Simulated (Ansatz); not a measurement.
BaS: single-point calculation

The run: single-point calculation of BaS (Fm-3m, 2 atoms in the cell). Method and program: DFT PBE, scalar-relativistic, plane waves, PAW, no spin polarisation (Ansatz 0.2.0).

The structure derives from an entry of the Crystallography Open Database.

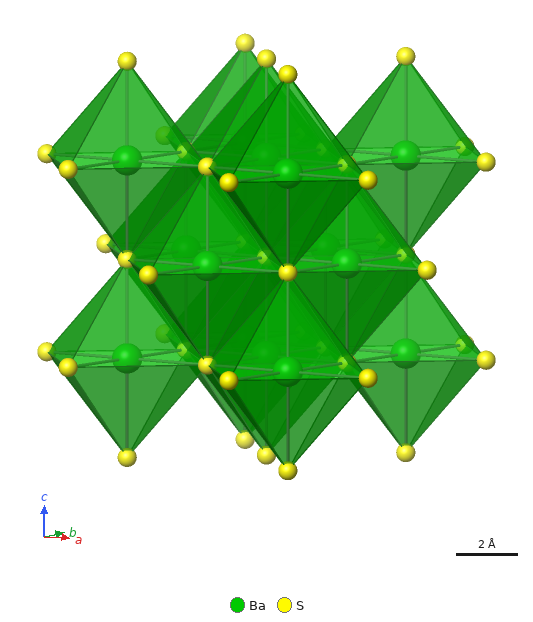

The input geometry (polyhedral view of the cell 4 times as large as that of the calculation, set on its symmetry axes, seen at an oblique angle; polyhedra are completed across the faces of the cell).

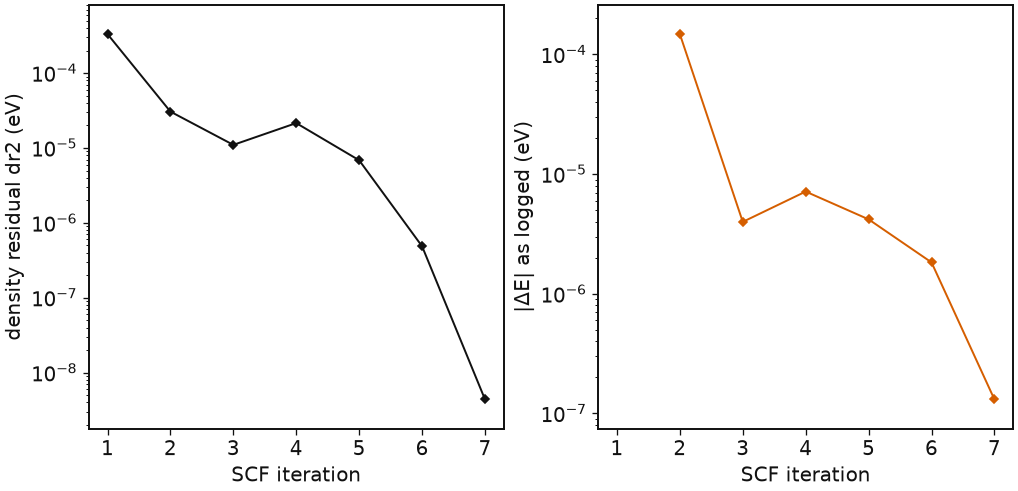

Convergence of the self-consistent field: density residual dr2 and size of the energy change against the SCF iteration. The residual falls almost steadily, with no more than small rises.

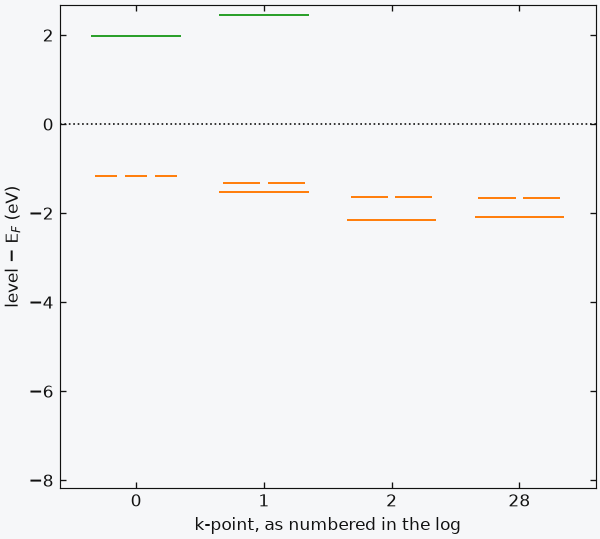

Kohn–Sham levels near the Fermi level (dotted) at the few k-points that the log prints; levels within 0.02 eV of each other stand side by side. Among these points the highest filled and lowest empty levels are 3.14 eV apart; the gap on the full mesh, 2.34 eV, has an edge at a point that isn't printed.

The input that produced these results follows, with the program's output.

## Input
```yaml
crystal:
  lattice:
    - [0.0, 3.3181536476, 3.3181536476]
    - [3.3181536476, 0.0, 3.3181536476]
    - [3.3181536476, 3.3181536476, 0.0]
  atoms:
    - { symbol: Ba, position: [0.0, 0.0, 0.0] }
    - { symbol: S, position: [0.5, 0.5, 0.5] }
basis:
  ecutwfc: 420
kpoints:
  mp_grid: { grid: [8, 8, 8] }
hamiltonian:
  xc: pbe
scf:
  occupations: { method: gaussian, width: 0.02 }
output:
  forces: true
  stress: true
  eigenvalues: true
```

Command:
```bash
ansatz run input.yaml --threads 1 --pin off --max-ram 2560MiB --backend cpu --events-out ev --progress --plain --runs-dir out
```

## Output
```
Engine: ansatz 0.2.0, x86_64-unknown-linux-gnu
Pseudopotentials: kind: paw
Pseudopotential: Ba, paw, valence charge 10, recommended cutoff 420 eV (normal), Ba.paw.azcp
Pseudopotential: S, paw, valence charge 6, recommended cutoff 420 eV (normal), S.paw.azcp
Functional definition: PBE
  parameter kappa = 0.804
  parameter beta = 0.06672455060314922
  exchange = pbe_x(kappa = kappa, mu = beta*pi^2/3)
  correlation = pbe_c(beta = beta)
Crystal: 2 atoms, lattice volume = 73.067 Å³
Basis set: ecut = 420 eV, 1411 PW (Γ), exchange–correlation on 64×64×64 points (8 copies of the dense FFT grid, shifted against one another)
Bands: 12, of which v1, the nominal top of the filled ones, is band 8 counted from 1 (7 counted from 0)
Symmetry: 48 space group operations
Space group: Fm-3m (ITA 225), of the structure as read, at distance tolerance 4.2e-5 Å
k-points: 29 of 512
Non-local potential: Ba, projectors of the file, l = 0: 3, l = 1: 2, l = 2: 2, l = 3: 2
Non-local potential: S, projectors of the file, l = 0: 2, l = 1: 2, l = 2: 2
PAW form: soft (Blöchl's): semilocal exchange-correlation on the pseudo side does not see the compensation charge
PAW one-centre angular grid: Ba, 194 points (default); XC on 64 Gauss nodes
PAW one-centre angular grid: S, 110 points (default); XC on 64 Gauss nodes
Initial density: superposition of atomic densities (neutral atoms: chi_scale 0, normalization atom), corrected by the library's trained network
Initial wavefunctions: pseudopotential atomic-orbital guess
Functional: x = pbe(κ = 0.804, μ = 0.2195149727645171), c = pbe(β = 0.06672455060314922)
SCF iter   1: F=—  HF=-6855.791038 eV  |F-HF|=—  |Δ(HF+E_count)|=         —  Δρ=4.51e-4  dr2=3.32e-4  ethr=1.77e-3  ⟨swp⟩=10.3  Hψ=3070  notcnv=0
preconditioner: auto → none  [insulator: Δε(μ)=2.320 eV  Ē_g=11.716 eV  σ=0.020 eV  W_gap=1.00  n_scr=14 (ndim 8)  ℏωp=16.3 eV  f_vac=0.001  D(μ)=0.00/eV (n_scr^D=0)  ε∞_Penn≈2.9]
SCF iter   2: F=—  HF=-6855.791185 eV  |F-HF|=—  |Δ(HF+E_count)|=   1.48e-4  Δρ=1.85e-4  dr2=3.06e-5  ethr=2.07e-6  ⟨swp⟩=2.0  Hψ=860  notcnv=0
SCF iter   3: F=—  HF=-6855.791189 eV  |F-HF|=—  |Δ(HF+E_count)|=   3.99e-6  Δρ=1.05e-4  dr2=1.10e-5  ethr=1.92e-7  ⟨swp⟩=2.6  Hψ=536  notcnv=0
SCF iter   4: F=—  HF=-6855.791196 eV  |F-HF|=—  |Δ(HF+E_count)|=   7.15e-6  Δρ=1.15e-4  dr2=2.15e-5  ethr=6.85e-8  ⟨swp⟩=2.9  Hψ=638  notcnv=0
SCF iter   5: F=—  HF=-6855.791192 eV  |F-HF|=—  |Δ(HF+E_count)|=   4.19e-6  Δρ=6.52e-5  dr2=6.85e-6  ethr=6.85e-8  ⟨swp⟩=2.1  Hψ=416  notcnv=0
SCF iter   6: F=—  HF=-6855.791190 eV  |F-HF|=—  |Δ(HF+E_count)|=   1.83e-6  Δρ=1.74e-5  dr2=4.86e-7  ethr=4.28e-8  ⟨swp⟩=2.0  Hψ=429  notcnv=0
SCF iter   7: F=-6855.791190 eV  HF=-6855.791190 eV  |F-HF|=3.63e-9  |Δ(HF+E_count)|=   1.31e-7  Δρ=1.60e-6  dr2=4.38e-9  ethr=6.25e-10  ⟨swp⟩=3.0  Hψ=1366  notcnv=0
SCF 1 converged in 7 iterations: F = -6855.791190 eV  dr2 = 4.38e-9
  greatest PAW one-centre occupation: 0.955 electrons in one spin orbital (limit 2), on the Ba atom at site 0 (counted from 0), in its partial waves of l = 0
SCF converged after 7 iterations
Free energy (F): -6855.791190 eV
Harris-Foulkes:  -6855.791190 eV  (|F-HF|=3.63e-9)
Internal energy: -6855.791190 eV  (E = F + TS)
E sigma→0 (E₀):  -6855.791190 eV
Fermi energy:    5.950403 eV
--- Per-component energies (eV) ---
  E_band       = -69.474908
  E_kinetic    = 273.509916
  E_local      = -444.782738  (includes V_loc(G=0)·N_el)
  E_nonlocal   = 84.812426
  E_hartree    = 140.422487
  E_xc         = -265.459997
  E_vxc        = -223.302093  (∫ρ·V_xc dr)
  E_paw        = -5825.932680  (= ΣΔE_a)
  E_vpaw       = -40.557880  (= ΣTr[D̂ρ^β])
  E_aug_tail   = -0.000000  (compensation charges beyond the density's cutoff)
  E_ewald      = -818.360604
  E_smearing   = -0.000000  (= −TS)
  E_closure    = 0.000000  (closes the sum)
  Σ components = -6855.791190   (vs F -6855.791190, Δ=0.00e0)
--- Forces (eV/Å), atoms counted from 1 ---
  atom   1  Ba    -0.00000000     0.00000000    -0.00000000
  atom   2  S      0.00000000    -0.00000000    -0.00000000
  max |Σ_I F_I| component: 6.31e-30 eV/Å
--- Stress (GPa, compression-positive) ---
       -3.221083       0.000000       0.000000
        0.000000      -3.221083      -0.000000
        0.000000       0.000000      -3.221083
  P = ⅓ Tr σ = -3.2211 GPa (-32.211 kbar)
--- Band table (eV; the first three rows and the last of 29) ---
  k-point 0: bands = ["-21.5743", "-6.6390", "-6.6390", "-6.6390", "-5.3627", "4.7804", "4.7804", "4.7804", "7.9187", "8.6796", "8.6796", "8.6796"]
  k-point 1: bands = ["-21.5707", "-6.7867", "-6.6431", "-6.6431", "-5.2032", "4.4307", "4.6269", "4.6269", "8.3957", "8.7214", "8.8731", "8.8731"]
  k-point 2: bands = ["-21.5620", "-7.0578", "-6.6530", "-6.6530", "-4.9027", "3.8024", "4.3110", "4.3110", "8.7763", "9.4156", "9.4156", "9.5918"]
  k-point 28: bands = ["-21.5419", "-6.9314", "-6.8591", "-6.8591", "-4.9751", "3.8743", "4.3018", "4.3018", "8.9496", "8.9496", "10.5652", "11.1851"]
```

## Summary

| quantity | value |
| --- | --- |
| outcome | converged |
| space group (tolerance 0.01 Å) | Fm-3m (225) |
| electrons treated | 16 |
| free energy | −6855.7912 eV |
| Fermi energy | 5.950 eV |
| gap on the k-point mesh | 2.34 eV |
| pressure | −3.22 GPa |
| largest force (length of the vector) | under 0.001 eV/Å |
| hardware | 1 thread of Intel Xeon (Sapphire Rapids), 192 GiB of memory available, shared host |
| wall time | 5.6 s (CPU time 3 s; the host was busy) |
| peak memory | 0.47 GiB |
